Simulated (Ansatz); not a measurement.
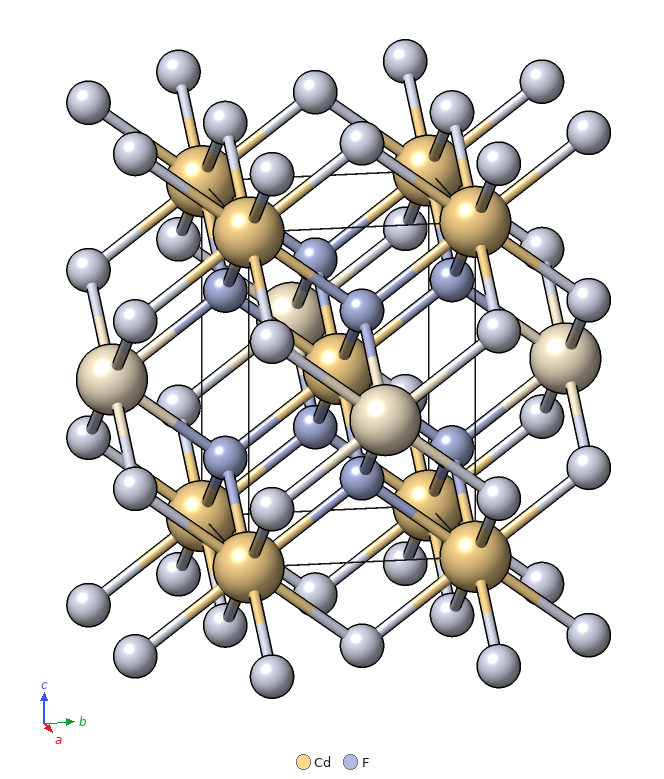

View slightly off an axis, drawn as a ball-and-stick model. Atoms at the boundary of the conventional unit cell (the box) are drawn once for each face, edge or corner they touch. Outside the box, the atoms bonded to those within are drawn, in fainter colours.

CdF$_{2}$, space group I4/mmm (No. 139), a = 3.810 Å, b = 3.810 Å, c = 5.658 Å, α = 90.00°, β = 90.00°, γ = 90.00°. Its origin is a structure type filled with these elements by a generator (whether the compound takes this form wasn't checked). The cell was then strained or its atoms displaced on purpose. It was run through Ansatz as a DFT input.

This one geometry was computed with Ansatz (DFT, plane waves, PAW) at three levels of theory: PBE, HSE06 and r2SCAN. It was relaxed with r2SCAN and then strained.

### Which level gives the highest pressure at this volume, and what does that say about its equilibrium volume?

Highest: PBE (0.2 GPa), which points to the largest equilibrium volume. Lowest, with the smallest volume: r2SCAN (-4.9 GPa). Levels within 0.5 GPa of each other can't be told apart.

### How does the band gap change with the level of theory?

PBE: a gap of 2.85 eV, indirect; r2SCAN: a gap of 3.53 eV, indirect; HSE06: a gap of 4.93 eV, indirect.

### Collect the results in a table.

| level | cutoff (eV) | k-mesh of the run's cell | gap (eV) | pressure (GPa) |
| --- | --- | --- | --- | --- |
| PBE | 420 | 8×8×8 | 2.85 | 0.2 |
| HSE06 | 420 | 6×6×6 | 4.93 | -3.2 |
| r2SCAN | 500 | 8×8×8 | 3.53 | -4.9 |

Gaps are taken on the k-mesh or band path of each run.
